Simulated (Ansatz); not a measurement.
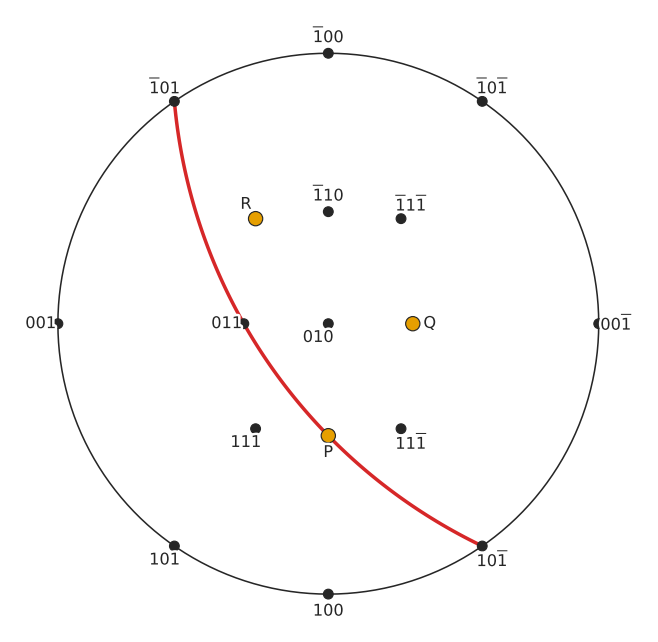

Crystal: ZrO2, coordinates from a relaxation with DFT, PBEsol, plane waves, PAW in Ansatz. Stereographic projection of plane normals (upper hemisphere) centred on (0 1 0). All values are computed from the atomic coordinates in the standard setting (tolerance 0.002 Å).

a = 3.585 Å, b = 3.585 Å, c = 5.177 Å, α = 90.00°, β = 90.00°, γ = 90.00°.

Index the poles marked P, Q, R.

P is (1 1 0), 45.0° from the centre; Q is (0 1 −1), 34.7° from the centre; R is (−1 1 1), 50.6° from the centre.

Which zone does the coloured great circle trace?

The zone [1 −1 1]: its poles satisfy h − k + l = 0.

What is the angle between the normals of (−1 0 −1) and (−1 1 1), and what are their d_hkl = 1/|g|?

74.2°; d = 2.947 Å and 2.276 Å.
